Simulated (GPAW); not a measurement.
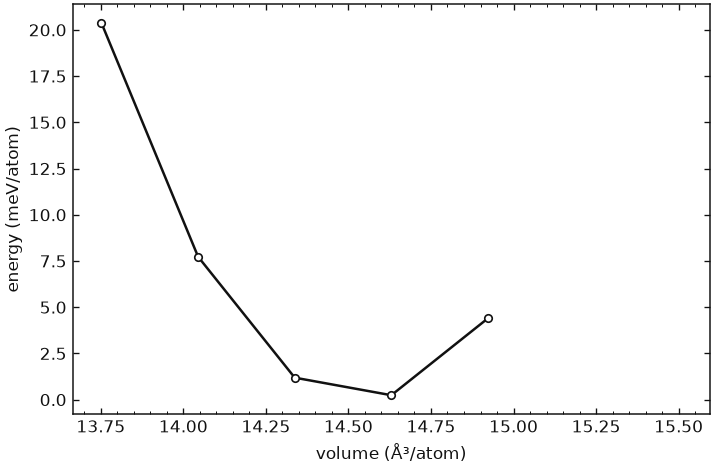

The plot gives the computed energy against volume for TiSi, space group Cmmm (No. 65).

Starting cell:
```
CELL_PARAMETERS angstrom
1.81618 -2.11762 0.00000
1.81618 2.11762 0.00000
0.00000 0.00000 3.80393
ATOMIC_POSITIONS crystal
Ti 0.50000 0.50000 0.00000
Si 0.00000 0.00000 0.50000
```

Computed with GPAW 26.7.0: PAW DFT in plane waves, on a grid or in atomic orbitals, no spin polarisation; energies at scaled volumes of the given cell, shape and fractions fixed, counted from the fit's minimum, third-order Birch-Murnaghan fit. Level: r2SCAN.

```json
{"setting": "k mesh", "value": "8×8×6"}
{"setting": "occupations", "value": "Fermi–Dirac"}
{"setting": "smearing width", "value": "0.05 eV"}
{"setting": "potentials", "value": "GPAW PAW data sets (gpaw data 1.2.1)"}
{"setting": "wave cutoff", "value": "600 eV"}
{"setting": "program settings", "value": "basis pw"}
```

The points at volume 15.22 Å³/atom and 15.51 Å³/atom are left out of the plot. What values does the calculation give there?

```json
{"volume (Å³/atom)": "15.22", "energy (meV/atom)": "13.12"}
{"volume (Å³/atom)": "15.51", "energy (meV/atom)": "25.80"}
```

Keep in mind: the fit and the printed pressures don't fully agree; shape and atomic fractions are frozen while scaling, which makes layered, chain and framework solids too stiff.
